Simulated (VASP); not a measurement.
# A VASP study of MgO (Periclase) (optB86b-vdW): structure first, properties next, part 2 of 4

What structure and properties does optB86b-vdW give MgO (Periclase), and how near are they to the measured ones? The start is a cell from a database of measured crystal structures.

VASP 6.6.1; optB86b-vdW; plane waves and PAW (Mg, O).

So far, gap on the k-mesh (eV): step 2 (relaxing cell and atoms (optB86b-vdW)) 4.78. The relaxed cell has a = 4.222 Å (conventional setting).

The database entry behind the starting cell differs from later determinations by our own check (about 0.1 % long), so it need not match the best structure at ambient conditions.

### Step 4. Bands along the symmetry lines (optB86b-vdW)

Levels along the symmetry lines show where the bands peak and cross; KPOINTS_OPT computes them in the converged potential.

Input file INCAR:

```
SYSTEM = MgO
PREC = Accurate
ENCUT = 520
EDIFF = 1E-06
NELM = 100
ISMEAR = 0
SIGMA = 0.05
LREAL = .FALSE.
ALGO = Normal
GGA = MK
AGGAC = 0
LUSE_VDW = .TRUE.
PARAM1 = 0.1234
PARAM2 = 1
LASPH = .TRUE.
NBANDS = 16
LORBIT = 11
LWAVE = .FALSE.
LCHARG = .FALSE.
KPAR = 2
```

Input file POSCAR:

```
MgO
1.0
    0.0000000000      2.1110313027      2.1110313027
    2.1110313027      0.0000000000      2.1110313027
    2.1110313027      2.1110313027      0.0000000000
Mg O
1 1
Direct
    0.0000000000      0.0000000000      0.0000000000
    0.5000000000      0.5000000000      0.5000000000
```

Input file KPOINTS:

```
Automatic mesh
0
Gamma
9 9 9
0 0 0
```

Input file KPOINTS_OPT:

```
Line mode
16
Line-mode
Reciprocal
  0.00000000   0.00000000   0.00000000 GAMMA
  0.50000000   0.00000000   0.50000000 X

  0.50000000   0.00000000   0.50000000 X
  0.50000000   0.25000000   0.75000000 W

  0.50000000   0.25000000   0.75000000 W
  0.37500000   0.37500000   0.75000000 K

  0.37500000   0.37500000   0.75000000 K
  0.00000000   0.00000000   0.00000000 GAMMA

  0.00000000   0.00000000   0.00000000 GAMMA
  0.50000000   0.50000000   0.50000000 L

  0.50000000   0.50000000   0.50000000 L
  0.62500000   0.25000000   0.62500000 U

  0.62500000   0.25000000   0.62500000 U
  0.50000000   0.25000000   0.75000000 W

  0.50000000   0.25000000   0.75000000 W
  0.50000000   0.50000000   0.50000000 L

  0.50000000   0.50000000   0.50000000 L
  0.37500000   0.37500000   0.75000000 K

  0.62500000   0.25000000   0.62500000 U
  0.50000000   0.00000000   0.50000000 X
```

PAW data sets: Mg and O (PBE family, release 64).

Started as:

```sh
$ mpirun -np 2 vasp_std
```

What it wrote:

```text
[banner, memory and clock lines left out]
running    2 mpi-ranks, on    1 nodes
 distrk:  each k-point on    1 cores,    2 groups
 distr:  one band on    1 cores,    1 groups

 POSCAR found type information on POSCAR MgO
 POSCAR found :  2 types and       2 ions
 [... a notice as in an earlier step ...]

 [... a notice as in an earlier step ...]

 LDA part: xc-table for (Slater+PW92), standard interpolation
 POSCAR, INCAR and KPOINTS ok, starting setup
 FFT: planning ... GRIDC
 FFT: planning ... GRID_SOFT
 FFT: planning ... GRID
 WAVECAR not read
 entering main loop
       N       E                     dE             d eps       ncg     rms          rms(c)
DAV:   1     0.192509694651E+02    0.19251E+02   -0.43444E+03  1232   0.443E+02
DAV:   2    -0.102186439280E+02   -0.29470E+02   -0.28702E+02  1512   0.115E+02
DAV:   3    -0.107546564373E+02   -0.53601E+00   -0.53580E+00  1368   0.128E+01
DAV:   4    -0.107557625110E+02   -0.11061E-02   -0.11061E-02  1440   0.654E-01
DAV:   5    -0.107557656305E+02   -0.31195E-05   -0.31195E-05  1352   0.324E-02    0.720E+00
DAV:   6    -0.921584552739E+01    0.15399E+01   -0.74925E+00  1200   0.112E+01    0.219E+00
DAV:   7    -0.920719853630E+01    0.86470E-02   -0.66502E-02  1256   0.159E+00    0.137E+00
DAV:   8    -0.920155993039E+01    0.56386E-02   -0.37187E-02  1216   0.146E+00    0.348E-01
DAV:   9    -0.920061885302E+01    0.94108E-03   -0.13250E-03  1400   0.195E-01    0.162E-01
DAV:  10    -0.920049181703E+01    0.12704E-03   -0.47190E-04  1240   0.132E-01    0.674E-03
DAV:  11    -0.920049235916E+01   -0.54213E-06   -0.93697E-06  1392   0.163E-02
   1 F= -.92004924E+01 E0= -.92004924E+01  d E =-.661647E-22
 Start KPOINTS_OPT (optional k-point list driver)
k-point batch [1-35\160]
       N       E                     dE             ncg
DAV:   1     0.421104440203E+03   -0.10537E+05     1208
DAV:   2    -0.637203004279E+03   -0.10583E+04     1472
DAV:   3    -0.661204351526E+03   -0.24001E+02     1464
DAV:   4    -0.661259183676E+03   -0.54832E-01     1448
DAV:   5    -0.661259349474E+03   -0.16580E-03     1472
DAV:   6    -0.661259350088E+03   -0.61381E-06     1256
[...]
k-point batch [141-160\160]
       N       E                     dE             ncg
DAV:   1     0.515968880566E+04   -0.76068E+04      704
DAV:   2     0.457666433235E+04   -0.58302E+03      856
DAV:   3     0.456470820355E+04   -0.11956E+02      856
DAV:   4     0.456467923654E+04   -0.28967E-01      768
DAV:   5     0.456467914656E+04   -0.89979E-04      880
DAV:   6     0.456467914624E+04   -0.32178E-06      720
```

Run time: 26 s. Hardware: 2 MPI ranks of AMD EPYC 7R43, shared host; peak memory 0.46 GiB.

Parts of OUTCAR (step 4):

```text
The static configuration has the point symmetry O_h .

 Found     35 irreducible k-points:

   k-points           NKPTS =     35   k-points in BZ     NKDIM =     35   number of bands    NBANDS=     16

   NELECT =       8.0000    total number of electrons

 E-fermi :   3.3556

 k-point     1 :       0.0000    0.0000    0.0000
  band No.  band energies     occupation
      1     -14.1125      2.00000
      2       3.0315      2.00000
      3       3.0315      2.00000
      4       3.0315      2.00000
      5       7.8150      0.00000
      6      18.8153      0.00000
      7      18.8153      0.00000
      8      18.8153      0.00000
      9      22.8166      0.00000
    ...

 k-point     2 :       0.1111    0.0000    0.0000
  band No.  band energies     occupation
      1     -13.9835      2.00000
      2       2.2627      2.00000
      3       2.9499      2.00000
      4       2.9499      2.00000
      5       8.5548      0.00000
      6      17.4000      0.00000
      7      19.1036      0.00000
      8      19.1036      0.00000
      9      23.6312      0.00000
    ...

Total vdW correction in eV:      2.0427164

  Total       -0.0200091     -0.0200091     -0.0200091     -0.0000000      0.0000000      0.0000000
  in kB       -1.7038199     -1.7038199     -1.7038199     -0.0000000      0.0000000      0.0000000
  external PRESSURE =      -1.7038199 kB  Pullay stress =       0.0000000 kB

 POSITION                                       TOTAL-FORCE (eV/Angst)
 -----------------------------------------------------------------------------------
      0.00000      0.00000      0.00000         0.000000      0.000000      0.000000
      2.11103      2.11103      2.11103        -0.000000     -0.000000     -0.000000
 -----------------------------------------------------------------------------------
    total drift:                               -0.000000     -0.000000      0.000000

  FREE ENERGIE OF THE ION-ELECTRON SYSTEM (eV)
  ---------------------------------------------------
  free  energy   TOTEN  =        -9.2004923592 eV

  energy  without entropy=       -9.2004923592  energy(sigma->0) =       -9.20049236

Total vdW correction in eV:      2.0427723

[... 8 parts as in an earlier step ...]

[... 5 further parts left out ...]
```

Numbers from this step:

* bands: 16
* Fermi energy: 3.356 eV
* pressure: -0.1704 GPa
* least gap on mesh and path: 4.784 eV
* least direct gap on mesh and path: 4.784 eV

Electronic bands along the path, in eV, zero at the valence-band top; v1 is the highest filled band, c1 the lowest empty one:

| point | v3 | v2 | v1 | c1 | c2 |
| --- | --- | --- | --- | --- | --- |
| Γ | 0.00 | 0.00 | 0.00 | 4.78 | 15.78 |
| X | -4.04 | -1.34 | -1.34 | 9.18 | 9.98 |
| W | -2.93 | -2.93 | -1.75 | 11.67 | 11.67 |
| K | -3.46 | -2.68 | -1.13 | 10.12 | 11.77 |
| Γ | 0.00 | 0.00 | 0.00 | 4.78 | 15.78 |
| L | -4.57 | -0.65 | -0.65 | 7.94 | 12.60 |
| U | -3.46 | -2.68 | -1.13 | 10.12 | 11.77 |
| W | -2.93 | -2.93 | -1.75 | 11.67 | 11.67 |
| L | -4.57 | -0.65 | -0.65 | 7.94 | 12.60 |
| K | -3.46 | -2.68 | -1.13 | 10.12 | 11.77 |
| jump to U | -3.46 | -2.68 | -1.13 | 10.12 | 11.77 |
| X | -4.04 | -1.34 | -1.34 | 9.18 | 9.98 |

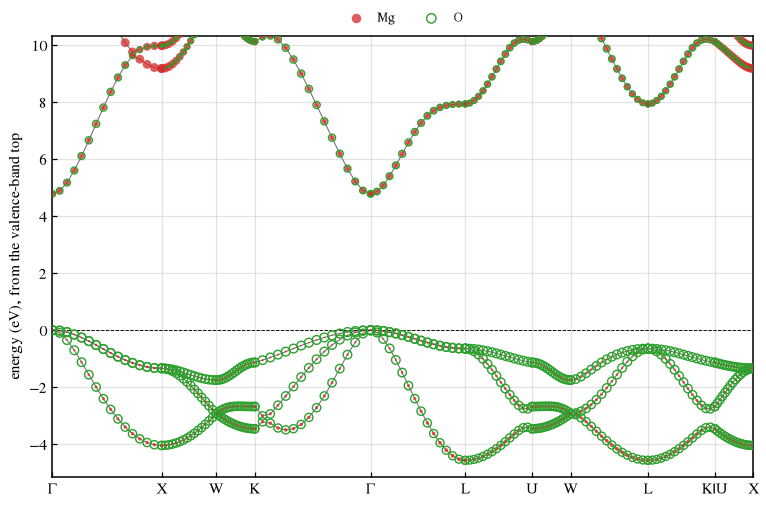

Electronic bands along the path; dots are coloured as in the legend, and their area grows with the weight.

The path finds the gap of the mesh within 0.02 eV, so the mesh comes close to both band edges.

### Step 5. Total and projected DOS (optB86b-vdW)

Here the states are counted by energy and projected on the atoms. The mesh is finer than in the run before.

Edit INCAR of step 4 so:

```diff
@@ -5,3 +5,3 @@
 NELM = 100
-ISMEAR = 0
+ISMEAR = -5
 SIGMA = 0.05
@@ -20 +20,2 @@
 KPAR = 2
+NEDOS = 2001
```

POSCAR is that of step 4.

Input file KPOINTS:

```
Automatic mesh
0
Gamma
13 13 13
0 0 0
```

Started as:

```sh
$ mpirun -np 2 vasp_std
```

What it wrote:

```text
[... set-up lines as in an earlier step ...]
 entering main loop
       N       E                     dE             d eps       ncg     rms          rms(c)
DAV:   1     0.185342266566E+02    0.18534E+02   -0.41690E+03  2984   0.440E+02
DAV:   2    -0.101742595130E+02   -0.28708E+02   -0.28033E+02  3680   0.114E+02
DAV:   3    -0.107545286087E+02   -0.58027E+00   -0.58009E+00  3144   0.129E+01
DAV:   4    -0.107557821134E+02   -0.12535E-02   -0.12535E-02  3560   0.674E-01
DAV:   5    -0.107557856050E+02   -0.34915E-05   -0.34915E-05  3144   0.334E-02    0.720E+00
DAV:   6    -0.921580870648E+01    0.15400E+01   -0.74816E+00  2936   0.112E+01    0.218E+00
DAV:   7    -0.920724121791E+01    0.85675E-02   -0.66839E-02  3096   0.158E+00    0.137E+00
DAV:   8    -0.920159915306E+01    0.56421E-02   -0.37321E-02  2792   0.146E+00    0.350E-01
DAV:   9    -0.920064525838E+01    0.95389E-03   -0.13475E-03  3456   0.197E-01    0.163E-01
DAV:  10    -0.920051735016E+01    0.12791E-03   -0.47121E-04  2960   0.132E-01    0.677E-03
DAV:  11    -0.920051790498E+01   -0.55482E-06   -0.94186E-06  3488   0.164E-02
   1 F= -.92005179E+01 E0= -.92005179E+01  d E =0.000000E+00
```

Wall time 23 s (2 MPI ranks); peak memory 0.48 GiB; 43 s of CPU time.

From OUTCAR (step 5):

```text
   k-points           NKPTS =     84   k-points in BZ     NKDIM =     84   number of bands    NBANDS=     16

   NELECT =       8.0000    total number of electrons

 E-fermi :   3.0357

 k-point     2 :       0.0769    0.0000    0.0000
  band No.  band energies     occupation
      1     -14.0499      2.00000
      2       2.6321      2.00000
      3       2.9913      2.00000
      4       2.9913      2.00000
      5       8.2020      0.00000
      6      17.9860      0.00000
      7      18.9603      0.00000
      8      18.9603      0.00000
      9      23.9163      0.00000
    ...

Total vdW correction in eV:      2.0427155

  Total       -0.0200317     -0.0200317     -0.0200317     -0.0000000      0.0000000     -0.0000000
  in kB       -1.7057471     -1.7057471     -1.7057471     -0.0000000      0.0000000     -0.0000000
  external PRESSURE =      -1.7057471 kB  Pullay stress =       0.0000000 kB

 POSITION                                       TOTAL-FORCE (eV/Angst)
 -----------------------------------------------------------------------------------
      0.00000      0.00000      0.00000         0.000000     -0.000000     -0.000000
      2.11103      2.11103      2.11103        -0.000000      0.000000      0.000000
 -----------------------------------------------------------------------------------
    total drift:                               -0.000000     -0.000000      0.000000

  FREE ENERGIE OF THE ION-ELECTRON SYSTEM (eV)
  ---------------------------------------------------
  free  energy   TOTEN  =        -9.2005179050 eV

  energy  without entropy=       -9.2005179050  energy(sigma->0) =       -9.20051790

Total vdW correction in eV:      2.0427711

[... 9 parts as in an earlier step ...]

[... 7 further parts left out ...]
```

This step gave:

```
irreducible k-points : 84
free energy (TOTEN)  : -9.201 eV
Fermi energy         : 3.036 eV
pressure             : -0.1706 GPa
```

The density of states has structure finer than the step of the table below, so its rows give means over 2 eV, whole bins alone (the curve runs from -12.0 to 12.7 eV). Peaks (eV: height): total -3.6: 2.70, -0.7: 3.00, 10.2: 1.00, 12.1: 1.8; O p -3.6: 1.27, -0.7: 2.08, 12.1: 0.563; Mg p -3.6: 0.0972, -1.3: 0.0766, 10.2: 0.0695, 11.9: 0.0617; Mg s -3.5: 0.127, 10.2: 0.0984, 12.4: 0.188; O s -3.5: 0.0281, 8.1: 0.0578.

States under -12.0 eV and over 12.7 eV are left out. Density of states against energy, zero at the valence-band top; means over each step; values in states/eV/cell:

| energy (eV) | total | O p | Mg p | Mg s | O s |
| --- | --- | --- | --- | --- | --- |
| -6 | 0 | 0 | 0 | 0 | 0 |
| -4 | 0.838 | 0.394 | 0.0253 | 0.0456 | 0.00879 |
| -2 | 1.29 | 0.778 | 0.0407 | 0.0172 | 0.00690 |
| 0 | 0.874 | 0.608 | 0.0121 | 9.9e-4 | 5.4e-4 |
| 2 | 0 | 0 | 0 | 0 | 0 |
| 4 | 3.0e-4 | 1.0e-5 | 0 | 6.3e-5 | 7.4e-5 |
| 6 | 0.0581 | 0.00848 | 0.00163 | 0.0103 | 0.0111 |
| 8 | 0.330 | 0.0505 | 0.0314 | 0.0291 | 0.0410 |
| 10 | 0.742 | 0.104 | 0.0506 | 0.0593 | 0.0366 |

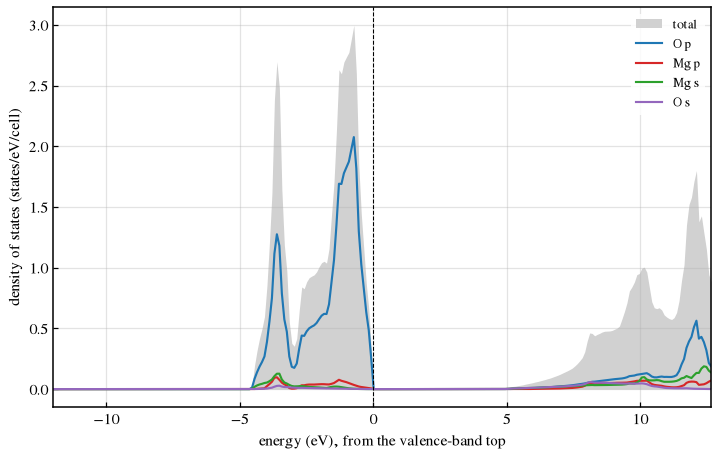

Density of states against energy.

The gap on this mesh is 4.78 eV. In the top eV of the valence band the largest shares in the PAW spheres are O p 70 %; in the lowest eV of the conduction band, O s 22 %, Mg s 21 % and O p 9 %. The rest lies in smaller channels or between the spheres.

(Continued in part 3 of 4.)

[Lines on the potential files, build, host, timing and source positions are cut from VASP's logs without a mark.]

[Logs are printed without paths, hosts, clocks, repeated set-up lines and the standing remarks that a program may print on its own settings, such as how far it seeks lower states.]

[Hosts, paths, dates, database ids (printed as entryN), source tags and the programs' standing remarks are cut or masked in the printed files.]

[A measured line is paired with the nearest computed mode of its activity, which favours agreement.]
